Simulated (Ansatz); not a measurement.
**A series of single points on MgO**

System: MgO (I4/mmm, 2 atoms in the cell).
Method: DFT r2SCAN, scalar-relativistic, plane waves, PAW, no spin polarisation (Ansatz 0.2.0).

The 9 runs differ only in the geometry, by a strain of the cell at fixed fractional positions. Against run 5, the strain is εxx = η. The structure derives from an entry of the Crystallography Open Database.

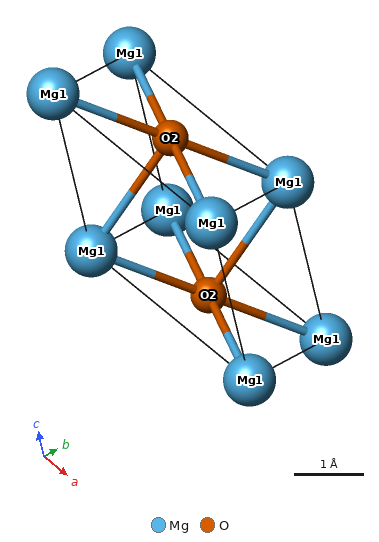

Figure 1. The structure of run 5 (ball-and-stick view of the reduced cell, seen slightly off an axis; atoms are numbered from 1 in the order of the input).

## Input of run 5
```yaml
crystal:
  lattice:
    - [0.0, 2.13515, 2.13515]
    - [2.16717725, 0.0, 2.13515]
    - [2.16717725, 2.13515, 0.0]
  atoms:
    - { symbol: Mg, position: [0.0, 0.0, 0.0] }
    - { symbol: O, position: [0.5, 0.5, 0.5] }
basis:
  ecutwfc: 500
kpoints:
  mp_grid: { grid: [10, 10, 10] }
hamiltonian:
  xc: r2scan
scf:
  occupations: { method: gaussian, width: 0.05 }
output:
  forces: true
  stress: true
  eigenvalues: true
```

Command:
```bash
ansatz run input.yaml --threads 1 --pin off --max-ram 1228MiB --backend cpu --events-out ev --progress --plain --runs-dir out
```

Run 8 differs from it as follows:
```diff
-    - [2.16717725, 0.0, 2.13515]
-    - [2.16717725, 2.13515, 0.0]
+    - [2.247245375, 0.0, 2.13515]
+    - [2.247245375, 2.13515, 0.0]
```

## Results, with one run withheld

| run | strain parameter η (%) | free energy per atom, from the lowest run given (meV) | pressure (GPa) | gap on the mesh (eV) |
| --- | --- | --- | --- | --- |
| 1 | −7.3892 | 14.72 | 4.04 | 5.76 |
| 2 | −5.9113 | 4.39 | 0.65 | 5.63 |
| 3 | −4.4335 | 0.00 | −2.30 | 5.49 |
| 4 | −2.9557 | 0.55 | −4.85 | 5.36 |
| 5 | 0.0000 | 13.21 | −8.98 | 5.06 |
| 6 | 1.4778 | 23.97 | −10.64 | 4.90 |
| 7 | 2.9557 | 36.93 | −12.07 | 4.74 |
| 8 | 3.6946 | ? | ? | ? |
| 9 | 4.4335 | 51.65 | −13.29 | 4.59 |

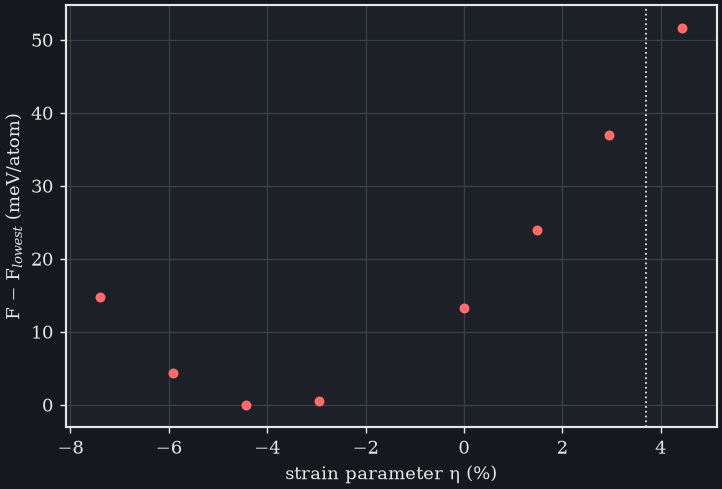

Figure 2. Free energy per atom of the runs given; the dotted line marks run 8.

Fit the runs given and predict run 8.

A cubic polynomial in the coordinate, fitted to the 8 runs given, misses them by at most 0.16 meV per atom. With x = η + 1.4778, it reads F = 5.0152 + 4.3665 x + 0.80356 x² − 0.035548 x³ (meV per atom). At run 8 it gives 44.18 meV per atom, and the run itself gives 44.10. The fit has its minimum at η = −3.8282 %. The gap on the mesh goes, without turning, from 5.76 eV in run 1 to 4.59 eV in run 9; run 8 has 4.67 eV. These are gaps of this functional on this mesh, which can miss the band edges; they aren't the measured gap.

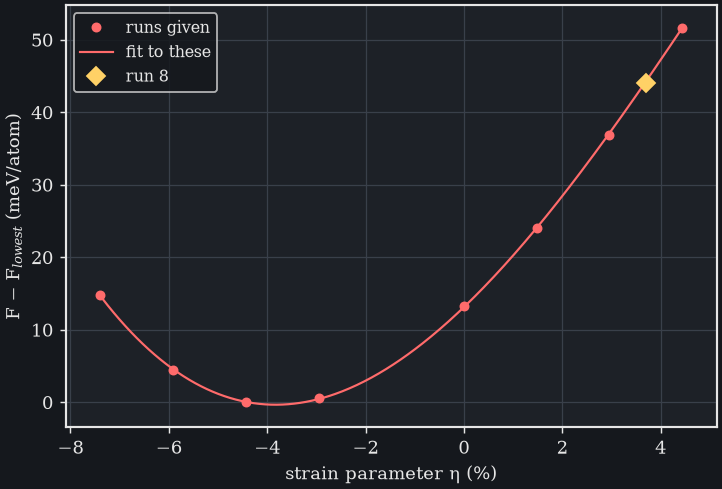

Figure 3. The fit and the withheld run.

## Output, shortened to warnings, some set-up lines, iterations and results (run 8)
```
Basis set: ecut = 500 eV, 533 PW (Γ), exchange–correlation on 96×96×96 points (64 copies of the dense FFT grid, shifted against one another)
Symmetry: 16 space group operations
k-points: 102 of 1000
Initial density: superposition of atomic densities (neutral atoms: chi_scale 0, normalization atom), corrected by the library's trained network
[...]
SCF iter   1: F=—  HF=-2498.165855 eV  |F-HF|=—  |Δ(HF+E_count)|=         —  Δρ=1.01e-2  dr2=1.40e-2  dr2_τ=5.85e-2  ethr=1.77e-3  ⟨swp⟩=5.8  Hψ=7198  notcnv=0
SCF iter   2: F=—  HF=-2498.236809 eV  |F-HF|=—  |Δ(HF+E_count)|=   7.10e-2  Δρ=5.01e-3  dr2=1.74e-3  dr2_τ=4.08e-4  ethr=8.72e-5  ⟨swp⟩=2.0  Hψ=3161  notcnv=0
SCF iter   3: F=—  HF=-2498.236903 eV  |F-HF|=—  |Δ(HF+E_count)|=   9.32e-5  Δρ=1.33e-3  dr2=3.30e-4  dr2_τ=3.83e-5  ethr=1.09e-5  ⟨swp⟩=2.9  Hψ=2321  notcnv=0
SCF iter   4: F=—  HF=-2498.236861 eV  |F-HF|=—  |Δ(HF+E_count)|=   4.16e-5  Δρ=5.99e-4  dr2=4.55e-5  dr2_τ=6.46e-6  ethr=2.07e-6  ⟨swp⟩=2.0  Hψ=1592  notcnv=0
SCF iter   5: F=—  HF=-2498.236849 eV  |F-HF|=—  |Δ(HF+E_count)|=   1.18e-5  Δρ=5.71e-5  dr2=2.89e-7  dr2_τ=5.43e-8  ethr=2.84e-7  ⟨swp⟩=2.0  Hψ=1492  notcnv=0
SCF iter   6: F=-2498.236849 eV  HF=-2498.236849 eV  |F-HF|=8.23e-11  |Δ(HF+E_count)|=   1.57e-7  Δρ=7.18e-6  dr2=2.46e-9  dr2_τ=1.06e-9  ethr=6.25e-10  ⟨swp⟩=5.4  Hψ=5420  …
SCF 1 converged in 6 iterations: F = -2498.236849 eV  dr2 = 2.46e-9
SCF converged after 6 iterations
Free energy (F): -2498.236849 eV
Harris-Foulkes:  -2498.236849 eV  (|F-HF|=8.23e-11)
Internal energy: -2498.236849 eV  (E = F + TS)
E sigma→0 (E₀):  -2498.236849 eV
Fermi energy:    9.039093 eV
--- Per-component energies (eV) ---
  E_band       = -330.854756
  E_kinetic    = 254.062430
  E_local      = -1664.728046  (includes V_loc(G=0)·N_el)
  E_nonlocal   = 142.395140
  E_hartree    = 577.869506
  E_xc         = -102.387268
  E_vxc        = -147.924963  (∫ρ·V_xc dr)
  E_paw        = -456.127730  (= ΣΔE_a)
  E_vpaw       = -80.096546  (= ΣTr[D̂ρ^β])
  E_aug_tail   = 0.001041  (compensation charges beyond the density's cutoff)
  E_vtau       = 9.698205  (kinetic-family band-sum trace: ∫τ·v_τ [+ j·A + Jᵃ·Aᵃ] dr)
  E_ewald      = -1249.263772
  E_core_change = -0.058149  (= ΣΔE_core)
  E_smearing   = -0.000000  (= −TS)
  E_closure    = -0.000000  (closes the sum)
  Σ components = -2498.236849   (vs F -2498.236849, Δ=0.00e0)
--- Forces (eV/Å), atoms counted from 1 ---
  atom   1  Mg     0.00000000    -0.00000000     0.00000000
  atom   2  O      0.00000000    -0.00000000    -0.00000000
  max |Σ_I F_I| component: 1.63e-30 eV/Å
--- Stress (GPa, compression-positive) ---
      -16.172021       0.000000       0.000000
        0.000000     -10.969099      -0.000000
        0.000000       0.000000     -10.969099
  P = ⅓ Tr σ = -12.7034 GPa (-127.034 kbar)
```
